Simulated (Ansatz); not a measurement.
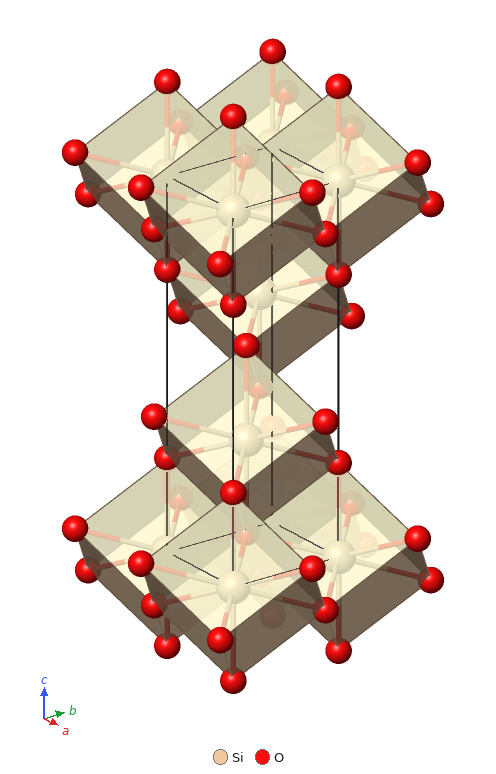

Polyhedral representation of a periodic structure, projected slightly off an axis. One conventional unit cell is outlined, and atoms on its boundary appear in each equivalent place. A few atoms beyond the faces are included.

SiO2, space group R-3m (No. 166), a = 3.281 Å, b = 3.281 Å, c = 7.319 Å, α = 90.00°, β = 90.00°, γ = 120.00°. It goes back to a structure type filled with these elements by a generator (whether the compound takes this form wasn't checked). The cell was then strained or its atoms displaced on purpose. An electronic-structure calculation with Ansatz was run on it.

This one geometry was computed with Ansatz (DFT, plane waves, PAW) at three levels of theory: HSE06, PBE and r2SCAN. It was relaxed with r2SCAN and then strained.

Question: Which level gives the highest pressure at this volume, and what does that say about its equilibrium volume?

Answer: Highest: PBE (18.2 GPa), which points to the largest equilibrium volume. Lowest, with the smallest volume: HSE06 (4.2 GPa). Levels within 0.5 GPa of each other can't be told apart.

Question: How does the band gap change with the level of theory?

Answer: PBE: a gap of 2.38 eV, direct; r2SCAN: a gap of 3.02 eV, direct; HSE06: a gap of 3.92 eV, direct.

Question: Collect the results in a table.

Answer:
| level | cutoff (eV) | k-mesh of the run's cell | gap (eV) | pressure (GPa) |
| --- | --- | --- | --- | --- |
| HSE06 | 420 | 6×6×6 | 3.92 | 4.2 |
| PBE | 420 | 10×10×10 | 2.38 | 18.2 |
| r2SCAN | 500 | 10×10×10 | 3.02 | 8.3 |

Gaps are taken on the k-mesh or band path of each run.
